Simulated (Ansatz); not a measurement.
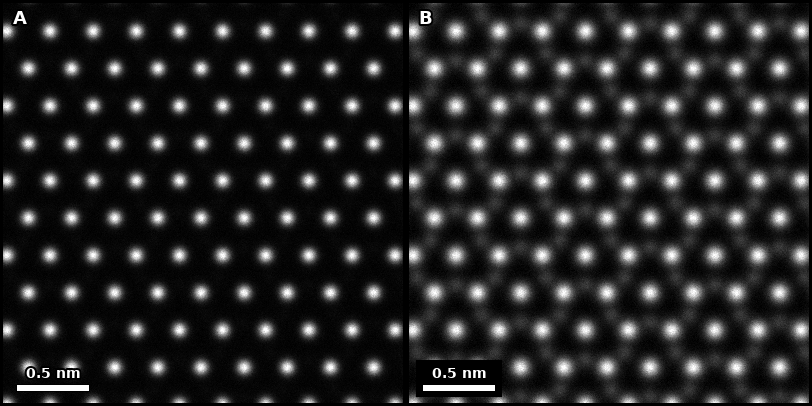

Two simulated images of the same area of TaN (P-62m, No. 189) along [001], with a probe of 0.76 Å. One is incoherent Z contrast (Z^1.7 per atom), the other the projected potential of neutral atoms blurred by the probe (iDPC-like, thin sample). Brightness is counted from the darkest point of the image. Shot noise was added. Model: a calculation's input that goes back to an entry of the Crystallography Open Database (an earlier step may have relaxed or displaced it).

Which panel is which, and how can one tell?

A is the Z-contrast image and B the potential image. The columns of 1 N per repeat reach about 2 % of the brightest peak (1 Ta) in A but about 21 % in B, mainly since the potential grows much more slowly with atomic number. The N columns show clearly in B alone.
